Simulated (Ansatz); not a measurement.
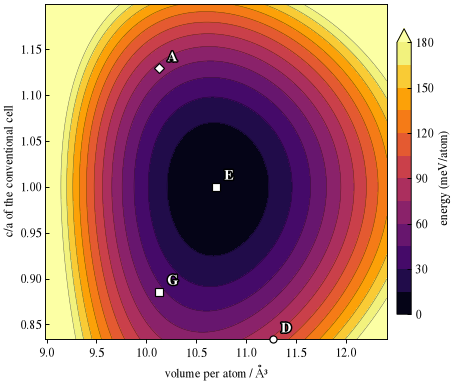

Al₃GaN₄ (P-43m, No. 215; 8 atoms in the cell). The energy is mapped over volume and the cell's shape. Coordinates scanned: (1) volume per atom; (2) c/a of the conventional cell. Nothing is relaxed (fractional coordinates fixed). The grid has 7 × 7 points. Points are written as (first, second). Energies: meV/atom, counted from the lowest grid point. Level of theory: DFT PBEsol, scalar-relativistic, plane waves, PAW in Ansatz. Settings: cutoff 520 eV, k-mesh 6×6×6, gaussian smearing 0.05 eV, no spin polarisation.

The picture shows filled contours, one colour for all values above the top of the scale, lettered points. Between grid points the surface is interpolated.

**What kind of point is each of A, E: minimum, saddle, maximum or slope?**

A: on a slope; E: minimum. (In these two coordinates alone; a stationary point may lie a little off the grid point.)

**Which space group has the cell at each letter?**

A: P-42m; D: P-42m; E: P-43m; G: P-42m.
